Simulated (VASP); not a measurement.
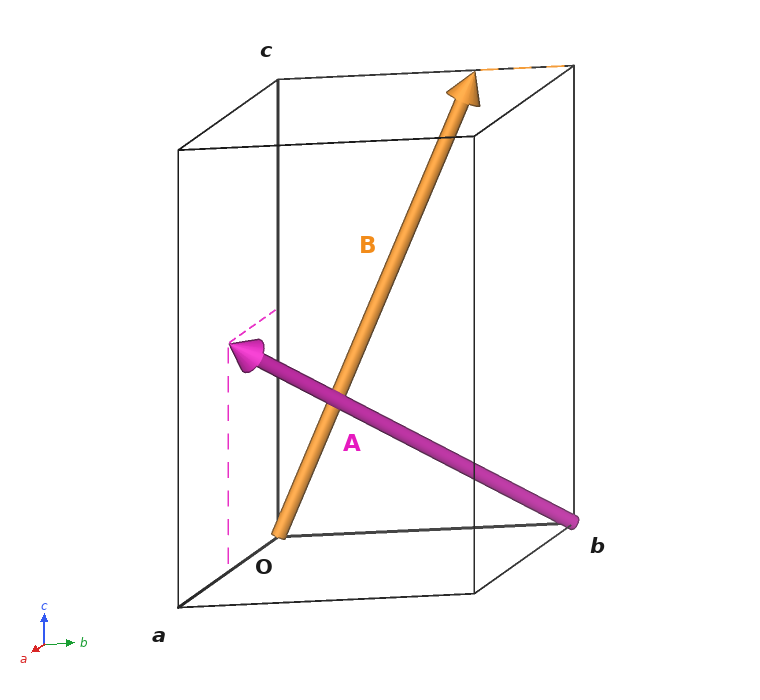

Each arrow starts at a corner of the unit cell and ends on its surface; where a tip isn't a corner, dashed lines run from it parallel to the axes. Crystal: Ru, the end point of a relaxation with VASP Kohn-Sham DFT of a periodic cell, LDA, VASP PAW LDA potentials, recommended in VASP 6.6.1. The drawing is computed from the coordinates (standard cell, symmetry found to 0.002 Å).

a = 2.684 Å, b = 2.684 Å, c = 4.209 Å, α = 90.00°, β = 90.00°, γ = 120.00°.

> Index the directions.

Arrow A runs from (0, 1, 0) to (1/2, 0, 1/2), so [1 −2 1], in four indices [4 −5 1 3]; Arrow B runs from (0, 0, 0) to (0, 2/3, 1), so [0 2 3], in four indices [−2 4 −2 9].

> How long is the vector ua + vb + wc in each case, and what angles do the directions make?

A 8.256 Å; B 13.720 Å. A–B: 81.3°.

> In No. 194, P6_3/mmc, how many directions are equivalent to A (Laue class 6/mmm, both senses counted)?

24.
